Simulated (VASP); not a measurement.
System: Ir (space group P6_3/mmc).

Method: plane-wave DFT, no spin polarisation; energies at scaled volumes of the given cell, shape and fractions fixed, counted from the fit's minimum, third-order Birch-Murnaghan fit (VASP 6.6.1). All runs: no spin polarisation.

occupations Fermi–Dirac; smearing width 0.05 eV; wave cutoff 520 eV.

Settings that differ: PBEsol: k mesh 11×11×6, potentials VASP-PAW-PBE-potentials,-recommended; LDA: k mesh 10×10×6, potentials VASP-PAW-LDA-potentials,-recommended.

Describe the result: the energy against volume, with one curve for each functional. The cases: PBEsol; LDA.

The fitted equilibrium volumes, smallest first, are LDA 13.996, PBEsol 14.158 Å³/atom. The fitted bulk moduli, smallest first, are PBEsol 385.4, LDA 398.3 GPa.

PBEsol:
```json
{"volume (Å³/atom)": "13.75", "energy (meV/atom)": "15"}
{"volume (Å³/atom)": "14.04", "energy (meV/atom)": "1"}
{"volume (Å³/atom)": "14.33", "energy (meV/atom)": "3"}
{"volume (Å³/atom)": "14.63", "energy (meV/atom)": "18"}
{"volume (Å³/atom)": "14.92", "energy (meV/atom)": "44"}
{"volume (Å³/atom)": "15.21", "energy (meV/atom)": "82"}
{"volume (Å³/atom)": "15.50", "energy (meV/atom)": "128"}
```

LDA:
```json
{"volume (Å³/atom)": "13.44", "energy (meV/atom)": "30.26"}
{"volume (Å³/atom)": "13.72", "energy (meV/atom)": "7.27"}
{"volume (Å³/atom)": "14.00", "energy (meV/atom)": "0.00"}
{"volume (Å³/atom)": "14.28", "energy (meV/atom)": "6.67"}
{"volume (Å³/atom)": "14.56", "energy (meV/atom)": "25.68"}
```

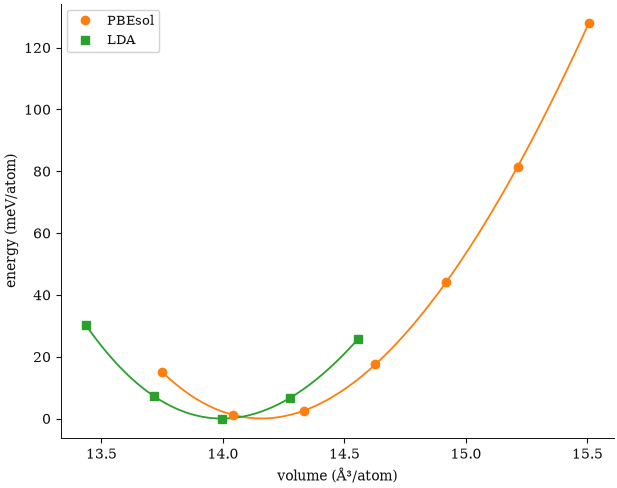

Limits of the calculation: shape and atomic fractions are frozen while scaling, which makes layered, chain and framework solids too stiff.
